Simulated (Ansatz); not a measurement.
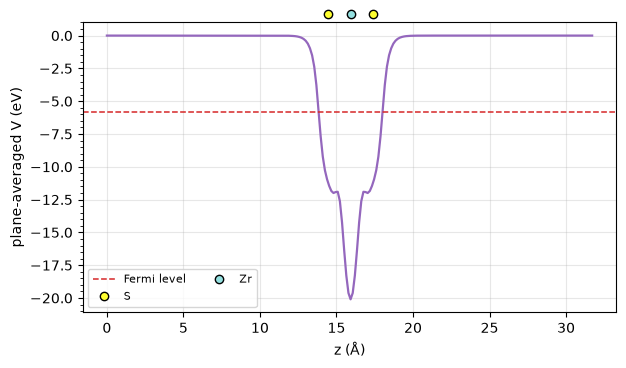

ZrS₂ (slab). Plane average of the electrostatic potential energy of an electron across the slab. Circles mark the heights of the atoms.

Changed on purpose from its base cell (strain along x -0.020, atoms relaxed).

Theory: Ansatz, DFT PBE+D3(BJ), scalar-relativistic, plane waves, PAW.

Input file:

```
crystal:
  lattice:
    - [3.5751941914, 0.0, 0.0]
    - [-1.7875970957, 3.1593969319, 0.0]
    - [0.0, 0.0, 31.8428175488]
  atoms:
    - { symbol: S, position: [0.6666666667, 0.3333333333, 0.4541869491] }
    - { symbol: Zr, position: [0.0, 0.0, 0.5] }
    - { symbol: S, position: [0.3333333333, 0.6666666667, 0.5458130509] }
  periodic: [true, true, false]
basis:
  ecutwfc: 420
kpoints:
  mp_grid: { grid: [12, 12, 1] }
  band_path:
    path:
      - [0, 0, 0]
      - [0.5, 0, 0]
      - [0.3333333333333, 0.3333333333333, 0]
      - [0, 0, 0]
    npoints: 8
hamiltonian:
  xc: pbe
  dispersion: d3bj
scf:
  occupations: { method: gaussian, width: 0.02 }
output:
  forces: true
  stress: true
  eigenvalues: true
  write_density: true
  write_potential: true
  elf: true
  volumetric_format: npy
relax:
  adjacent_minimum: "off"
  f_tol: 0.01
  max_steps: 40
```

Run with:

```sh
ansatz run input.yaml --threads 1 --pin off --max-ram 2560MiB --backend cpu --events-out ev --progress --plain --runs-dir out
```

The fields are those of the relaxed geometry.

Question: How far above the Fermi level of the calculation is the vacuum level?

Answer: 5.8 eV. The slab has a gap, so the Fermi level lies inside it and this isn't a work function in the metallic sense.

Question: How thick is the slab, and how wide the vacuum?

Answer: The outermost nuclei are 3.0 Å apart, in 3 atomic planes; the vacuum between periodic images is 28.9 Å wide.
